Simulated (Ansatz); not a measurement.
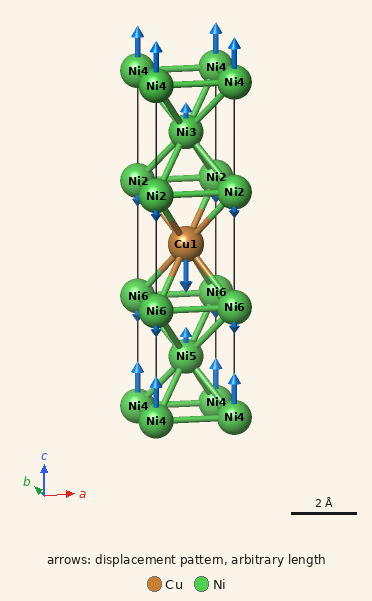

One vibrational mode of a crystal of CuNi5 (a generated structure) at the zone centre. Displacements are drawn as blue arrows; their common scale and sign are arbitrary. A ball-and-stick model of the cell of the calculation, seen slightly off an axis.

All numbers below come from DFT PBE, scalar-relativistic, plane waves, PAW (Ansatz 0.2.0). Settings: plane-wave cutoff 420 eV; k-point mesh 14 × 14 × 4; occupations gaussian; smearing width 0.2 eV; collinear spin.

The frequencies depend somewhat on the k-mesh and the smearing.

**Describe the mode and give its frequency.**

This is the A₂u mode at 158 cm⁻¹, optical level 4 of 10, counted from below, infrared-active by symmetry. The Cu and Ni (2g) sublattices move against the Ni (1a) and Ni (2h) sublattices, along c; the kinetic energy is shared as Ni 58 %, Cu 42 %. The crystal is a metal, so free carriers screen the infrared response.
